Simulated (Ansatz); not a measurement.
Band-structure calculation of Fe₃Co

- system: Fe₃Co (P4/mmm, 4 atoms in the cell)
- method: DFT r2SCAN, scalar-relativistic, plane waves, PAW, spin-polarised (Ansatz 0.2.0)

The structure derives from a Materials Project entry. Figures and captions count atoms from 1; the log counts them from 0 in places.

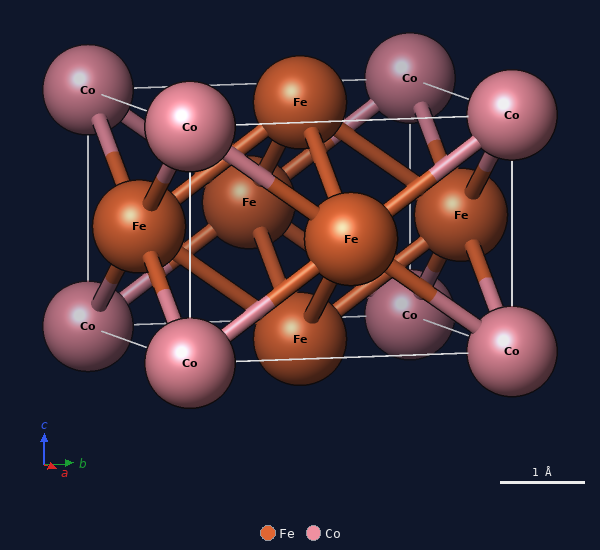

**Figure 1.** The structure (ball-and-stick view of the cell of the calculation, seen slightly off an axis). An atom can appear more than once, as a periodic image.

Input file:
```yaml
crystal:
  lattice:
    - [4.0218191314, 0.0, 0.0]
    - [0.0, 4.0218191314, 0.0]
    - [0.0, 0.0, 2.8356175363]
  atoms:
    - { symbol: Fe, position: [0.5, 0.5, 0.0], spin: 2.96 }
    - { symbol: Fe, position: [0.5, 0.0, 0.5], spin: 3.16 }
    - { symbol: Fe, position: [0.0, 0.5, 0.5], spin: 3.16 }
    - { symbol: Co, position: [0.0, 0.0, 0.0], spin: 2.11 }
basis:
  ecutwfc: 500
kpoints:
  mp_grid: { grid: [10, 10, 14] }
  band_path:
    path:
      - [[0.0, 0.0, 0.0], [0.0, 0.5, 0.0], [0.5, 0.5, 0.0], [0.0, 0.0, 0.0], [0.0, 0.0, 0.5], [0.0, 0.5, 0.5], [0.5, 0.5, 0.5], [0.0, 0.0, 0.5]]
      - [[0.0, 0.5, 0.0], [0.0, 0.5, 0.5]]
      - [[0.5, 0.5, 0.0], [0.5, 0.5, 0.5]]
    npoints: 14
hamiltonian:
  xc: r2scan
scf:
  occupations: { method: gaussian, width: 0.1 }
  n_extra_bands: 10
output:
  forces: true
  stress: true
  eigenvalues: true
  populations: true
  dos: { projected: true, de: 0.02, nscf_kmesh: { grid: [15, 15, 21] } }
  bader: true
magnetization:
  spin_polarized: true
checkpoint:
  read: start.run
  write: ck
  compress: false
  write_wavefunctions: false
  write_every: 100000
```

Command:
```bash
ansatz run input.yaml --threads 1 --pin off --max-ram 2560MiB --backend cpu --events-out ev --progress --plain --runs-dir out
```

Output:
```
Warning: the band count 43 (scf.n_extra_bands) hosts the net moment |M| = 11.3900 μB (N_el = 65) but caps the reachable moment at 2·n_bands − N_el = 21.0000 μB, below the 46 bands that the automatic rule leaves for it — a moment growing past the seed, or the majority channel's smearing tail, pins there with fewer empty majority states than that count leaves; raise or omit scf.n_extra_bands unless the cap is intended
Warning: checkpoint.read: spin seed differs: saved dc01453da365…, current 05c1ac6ce00d…; the loaded state replaces the seed-built initial guess (but the starting_ns of a DFT+U solve that opens without the state's occupation matrices), so the run may converge into the producing seed's basin, or, where the symmetry group that follows from this deck's starting moments and starting_ns does not hold the saved magnetisation, lose that magnetisation at its first build. Where atoms have moved since the state was saved, this difference can also decide whether moments are moved with them. A self-consistent run of this deck without the state starts from its starting moments and, under a DFT+U term, its starting_ns
scf.n_extra_bands = 10 over 33 filled bands (N_el = 65.0): the run solves 43 bands
Engine: ansatz 0.2.0, x86_64-unknown-linux-gnu
Pseudopotentials: kind: paw
Pseudopotential: Fe, paw, valence charge 16, recommended cutoff 500 eV (meta_gga), Fe.paw.azcp
Pseudopotential: Co, paw, valence charge 17, recommended cutoff 500 eV (meta_gga), Co.paw.azcp
Functional definition: r2SCAN
  parameter k0 = 0.174
  parameter k1 = 0.065
  parameter a1 = 4.9479
  exchange = r2scan_x(k0 = k0, k1 = k1, a1 = a1)
  correlation = r2scan_c
Crystal: 4 atoms, lattice volume = 45.866 Å³
Basis set: ecut = 500 eV, 1163 PW (Γ), exchange–correlation on 120×120×96 points (64 copies of the dense FFT grid, shifted against one another)
Bands: 43, of which v1, the nominal top of the filled ones, is band 33 counted from 1 (32 counted from 0)
Symmetry: 16 space group operations
Space group: P4/mmm (ITA 123), of the structure as read, at distance tolerance 3.6e-5 Å
Magnetic group: BNS 123.339 (UNI 999), of the structure as read, at distance tolerance 3.6e-5 Å
k-points: 168 of 1400
Non-local potential: Fe, projectors of the file, l = 0: 3, l = 1: 2, l = 2: 3, l = 3: 1
Non-local potential: Co, projectors of the file, l = 0: 3, l = 1: 2, l = 2: 3, l = 3: 1
PAW form: soft (Blöchl's): semilocal exchange-correlation on the pseudo side does not see the compensation charge
PAW frozen core: Fe, regenerated for the run's functional (the file was generated under x = pbe(κ = 0.804, μ = 0.2195149727645171), c = pbe(β = 0.06672455060314922))
PAW frozen core: Co, regenerated for the run's functional (the file was generated under x = pbe(κ = 0.804, μ = 0.2195149727645171), c = pbe(β = 0.06672455060314922))
PAW one-centre angular grid: Fe, 590 points (default); XC on 160 Gauss nodes
PAW one-centre angular grid: Co, 590 points (default); XC on 160 Gauss nodes
Initial density: read from a saved state, or passed on in memory by an earlier SCF of this step, an earlier step, the calling program or the single point that the run made first
Stability of the state it starts from, as read at its close in the collinear treatment: not read, because the mixer in use, unlike msr1, does not test its closes by its own steps (another_mixer); its run was given moments
Starting moments: Σ|m| = 11.39 μB on 4 of 4 sites; this step starts from the density that it was given
Initial wavefunctions: pseudopotential atomic-orbital guess
Functional: x = r2scan, c = r2scan; τ floored in thin density (d = 2e-4 eV/Å³)
iter 1 solved again at ethr=9.46e-9 eV; its pass at ethr=3.10e-3 eV (dr2=6.15e-6 eV) is discarded
SCF iter   1: F=—  HF=-18589.739994 eV  |F-HF|=—  |Δ(HF+E_count)|=         —  Δρ=3.88e-7 (↑2.92e-7 ↓3.88e-7)  dr2=6.85e-11  dr2_τ=1.60e-12  dr2_m=2.67e-11  M=9.790 μB ∫|m|=11.042 μB  β_m=1.20  ethr=9.46e-9  ⟨swp⟩=4.3  Hψ=104353  notcnv=0
eigensolver tolerance schedule: the retry pair's looser diagonalisation over-reported the residual by 89704.19 of it (diagonalisation noise at 0.38 of the residual, at the tolerance the schedule requests for it); recorded, not acted on — ethr = c·dr2/N_el stays at c = 1.0e-1
preconditioner: auto → Kerker (q_TF=auto, 2.892 Å⁻¹)  [metal: Δε(μ)=0.009 eV  Ē_g=7.617 eV  σ=0.100 eV  W_gap=0.05  n_scr=18 (ndim 8)  ℏωp=31.5 eV  f_vac=0.000  D(μ)=1.30/eV (n_scr^D=10)]
spin=Collinear: Kerker preconditioning applied to the charge; magnetization (m = ρ↑ − ρ↓) channel mixes plain (no charge-response kernel on spin).
SCF iter   2: F=-18589.739994 eV  HF=-18589.739994 eV  |F-HF|=1.16e-10  |Δ(HF+E_count)|=   4.15e-7  Δρ=6.41e-7 (↑2.56e-7 ↓6.41e-7)  dr2=1.46e-10  dr2_τ=2.86e-12  dr2_m=5.97e-11  M=9.790 μB ∫|m|=11.042 μB  ethr=1.00e-12  ⟨swp⟩=6.4  Hψ=52031  notcnv=0
SCF 1 converged in 2 iterations: F = -18589.739994 eV  dr2 = 1.46e-10
  greatest PAW one-centre occupation: 1.005 electrons in one spin orbital (limit 2), on the Fe atom at site 1 (counted from 0), in its partial waves of l = 1
this state was not tested for a lower state beside it, because the mixer in use, unlike msr1, does not test its closes by its own steps (another_mixer; see scf.mixing.algorithm and scf.lower_state_search)
NSCF: frozen V_eff on 129 k-points
NSCF: frozen V_eff on 396 k-points
SCF converged after 2 iterations
Magnetization: 9.7904 μB (37.3952 up, 27.6048 down)
Absolute magnetization: 11.0463 μB (∫|ρ↑−ρ↓|, with the PAW one-centre terms)
Spin contamination: 0.4334 ħ² per cell (⟨S²⟩ above its minimum at these occupations)
Per-site moments (μB) at R_I (Å): [(2.6947749332327953, 1.0149460849353902), (2.8749477706511484, 1.0149460849353902), (2.8749477706511497, 1.0149460849353902), (1.9220324644117714, 1.0149460849353902)]
Free energy (F): -18589.739994 eV
Harris-Foulkes:  -18589.739994 eV  (|F-HF|=1.16e-10)
Internal energy: -18589.733472 eV  (E = F + TS)
E sigma→0 (E₀):  -18589.736733 eV
Entropy (-TS):   -0.006522 eV (-1.631 meV/atom)
Fermi energy:    18.195384 eV
--- Per-component energies (eV) ---
  E_band       = -997.910156
  E_kinetic    = 1500.078462
  E_local      = -9154.434441  (includes V_loc(G=0)·N_el)
  E_nonlocal   = 1125.303125
  E_hartree    = 3842.979546
  E_xc         = -496.671090
  E_vxc        = -733.306827  (∫ρ·V_xc dr)
  E_paw        = -5661.502373  (= ΣΔE_a)
  E_vpaw       = -1472.509651  (= ΣTr[D̂ρ^β])
  E_aug_tail   = 0.000824  (compensation charges beyond the density's cutoff)
  E_vtau       = 50.998736  (kinetic-family band-sum trace: ∫τ·v_τ [+ j·A + Jᵃ·Aᵃ] dr)
  E_ewald      = -9744.323894
  E_core_change = -1.163631  (= ΣΔE_core)
  E_smearing   = -0.006522  (= −TS)
  E_closure    = 0.000000  (closes the sum)
  Σ components = -18589.739994   (vs F -18589.739994, Δ=0.00e0)
--- Forces (eV/Å), atoms counted from 1 ---
  atom   1  Fe     0.00000000     0.00000000     0.00000000
  atom   2  Fe     0.00000000    -0.00000000     0.00000000
  atom   3  Fe    -0.00000000     0.00000000     0.00000000
  atom   4  Co     0.00000000    -0.00000000     0.00000000
  max |Σ_I F_I| component: 5.05e-29 eV/Å
--- Stress (GPa, compression-positive) ---
        0.002269       0.000000       0.000000
        0.000000       0.002269       0.000000
        0.000000       0.000000       0.008412
  P = ⅓ Tr σ = 0.0043 GPa (0.043 kbar)
--- Band table (eV; the first three rows and the last of 336) ---
  k-point 0 ↑: bands = ["-82.0566", "-74.2298", "-74.2161", "-73.7219", "-43.8569", "-43.8569", "-43.8410", "-39.0142", "-39.0142", "-38.8929", "-38.8659", "-38.8659", "-38.8650", "-38.3651", "-38.3617", "-38.3617", "9.2684", "12.4701", "12.5678", "12.6152", "12.6250", "13.9660", "13.9660", "14.9465", "14.9821", "14.9821", "15.8421", "15.8874", "16.1682", "16.2023", "16.3239", "16.4217", "17.1730", "17.1730", "17.2951", "17.6669", "17.6669", "18.4791", "18.4791", "24.8906", "25.0138", "28.0076", "28.0076"]
  k-point 1 ↑: bands = ["-82.0565", "-74.2294", "-74.2159", "-73.7219", "-43.8566", "-43.8566", "-43.8429", "-39.0139", "-39.0139", "-38.8951", "-38.8680", "-38.8631", "-38.8631", "-38.3692", "-38.3643", "-38.3643", "9.3772", "12.5305", "12.6101", "12.6694", "12.6979", "13.9578", "13.9578", "14.9742", "14.9816", "14.9816", "15.8544", "15.8599", "16.1755", "16.2040", "16.3389", "16.4077", "16.9318", "16.9318", "17.2651", "17.3203", "17.3203", "19.0845", "19.0845", "24.9119", "25.0342", "27.2915", "28.2043"]
  k-point 2 ↑: bands = ["-82.0561", "-74.2281", "-74.2152", "-73.7217", "-43.8556", "-43.8556", "-43.8481", "-39.0129", "-39.0129", "-38.9013", "-38.8764", "-38.8551", "-38.8551", "-38.3806", "-38.3720", "-38.3720", "9.6987", "12.6946", "12.7361", "12.8320", "12.9069", "13.9373", "13.9373", "14.9832", "14.9832", "15.0562", "15.7695", "15.8894", "16.1951", "16.2087", "16.3146", "16.3146", "16.3753", "16.3826", "17.0202", "17.0202", "17.1769", "20.0757", "20.0757", "24.9822", "25.1019", "25.5641", "28.7721"]
  k-point 167 ↓: bands = ["-78.8464", "-69.7833", "-69.7833", "-69.5561", "-40.7433", "-40.7034", "-40.7034", "-34.7105", "-34.6417", "-34.6417", "-34.5589", "-34.4802", "-34.4638", "-34.2174", "-34.2174", "-34.1744", "14.2011", "14.2046", "14.2046", "14.3509", "16.2149", "16.5571", "16.5571", "16.8438", "17.7776", "17.9306", "17.9306", "18.0883", "19.7560", "19.8882", "20.1404", "20.1404", "20.7429", "20.8344", "20.9802", "20.9802", "21.0994", "21.2372", "21.2372", "21.5181", "26.8228", "27.1306", "27.1306"]
--- Löwdin populations: 4 sites ---
  site symbol       q [e]    m [muB]
     0     Fe     15.7910     2.7172
     1     Fe     15.7169     2.8846
     2     Fe     15.7169     2.8846
     3     Co     16.7307     1.8737
  spilling = 0.016069 (of n_electrons = 65.000000)
--- Bader charges: 4 sites ---
  site symbol  charge [e]  shift [e]    m [muB]
     0     Fe     -0.0089     0.0000     2.5622
     1     Fe      0.1338     0.0006     2.7599
     2     Fe      0.1338     0.0006     2.7599
     3     Co     -0.2587     0.0012     1.7084
  estimated error of the sums over rays = 7.1e-4 e
```

File bader_charges.tsv:
```
# site	symbol	x_ang	y_ang	z_ang	partial_charge_e	electrons	volume_ang3	relative_density_drop	shared_charge_e	partial_wave_shift_e	spin_moment_mub
# quadrature_error_electrons = 7.1e-4
0	Fe	2.0109	2.0109	0.0000	-0.00894	26.00894	11.48	-	-0.00894	0.00004	2.56220
1	Fe	2.0109	0.0000	1.4178	0.13382	25.86618	11.21	-	0.13382	0.00058	2.75987
2	Fe	0.0000	2.0109	1.4178	0.13382	25.86618	11.21	-	0.13382	0.00058	2.75987
3	Co	0.0000	0.0000	0.0000	-0.25870	27.25870	11.97	-	-0.25870	0.00119	1.70843
```

File populations.tsv:
```
# site	symbol	l	j	q_up	q_dn
# orbitals = lowdin
# n_electrons = 65.000000
# spilling = 0.016069
0	Fe	0_3S	-	0.992838	0.993200
0	Fe	0_4S	-	0.442844	0.510654
0	Fe	1_3P	-	2.998436	2.997898
0	Fe	2_3D	-	4.819984	2.035105
1	Fe	0_3S	-	0.993016	0.993591
1	Fe	0_4S	-	0.448565	0.512728
1	Fe	1_3P	-	2.998515	2.998300
1	Fe	2_3D	-	4.860693	1.911530
2	Fe	0_3S	-	0.993016	0.993591
2	Fe	0_4S	-	0.448565	0.512728
2	Fe	1_3P	-	2.998515	2.998300
2	Fe	2_3D	-	4.860693	1.911530
3	Co	0_3S	-	0.993431	0.993597
3	Co	0_4S	-	0.443253	0.524195
3	Co	1_3P	-	2.998779	2.998297
3	Co	2_3D	-	4.866703	2.912407
```

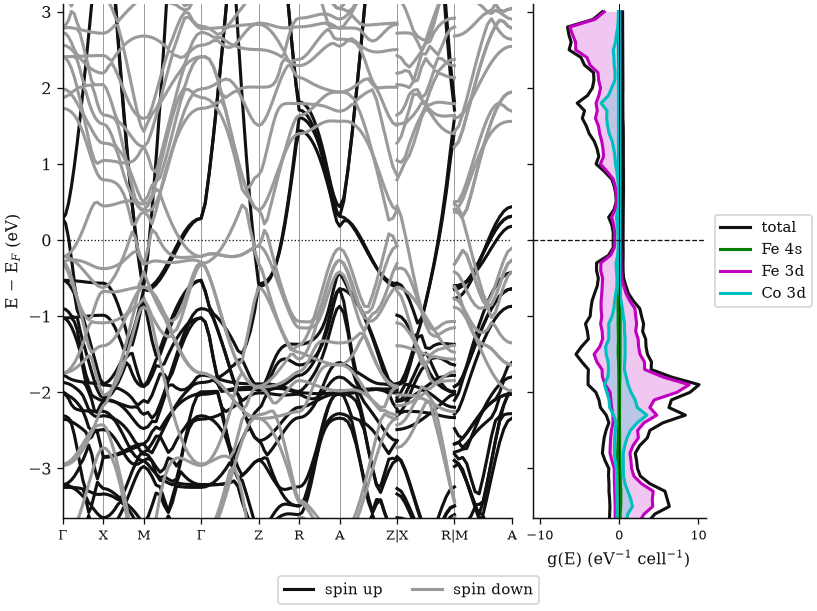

**Figure 2.** Band structure along Γ–X–M–Γ–Z–R–A–Z|X–R|M–A and density of states (projected on Löwdin-orthogonalised atomic shells), with energies from the Fermi level. Bands cross the Fermi level: a metal at this level of theory.

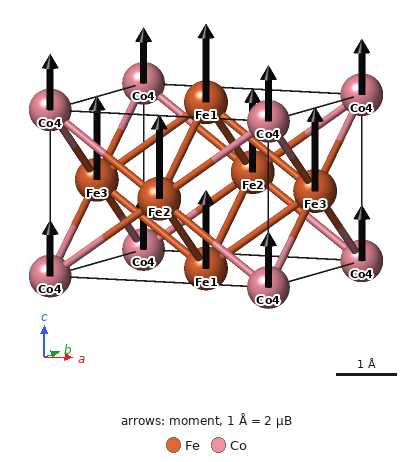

**Figure 3.** Magnetic moments of the sites as black arrows (ball-and-stick view of the cell of the calculation, seen slightly off an axis; atoms are numbered from 1 in the order of the input); small moments hardly show. The run is collinear, so the axis drawn is arbitrary. Site moments: Fe2, Fe3 (2.87 μB); Fe1 (2.69 μB); Co4 (1.92 μB). They are counted near the atoms and needn't add up to the moment of the cell.

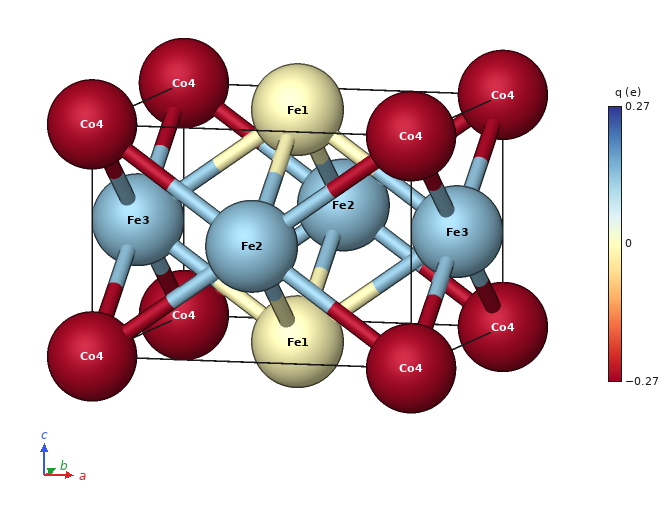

**Figure 4.** Bader charges, as the colour of each atom (ball-and-stick view of the cell of the calculation, seen slightly off an axis; atoms are numbered from 1 in the order of the input). By element: Fe −0.01 to +0.13 and Co −0.26 e.

Results in brief:

- outcome: converged
- space group (tolerance 0.01 Å): P4/mmm (123)
- electrons treated: 65
- free energy: −18589.7400 eV
- Fermi energy: 18.195 eV
- gap on the k-point mesh: none (metallic)
- net moment of the cell: 9.79 μB
- integrated absolute moment: 11.05 μB
- pressure: 0.00 GPa
- largest force (length of the vector): under 0.001 eV/Å
- hardware: 1 thread of Intel Xeon @ 2.50GHz (Skylake/Cascade Lake), 189 GiB of memory available, shared host
- wall time: 6.8 min
- peak memory: 1.1 GiB

Remarks:

The electronic state found may not be the lowest one. Notes on the run: the state was not tested for a lower one.
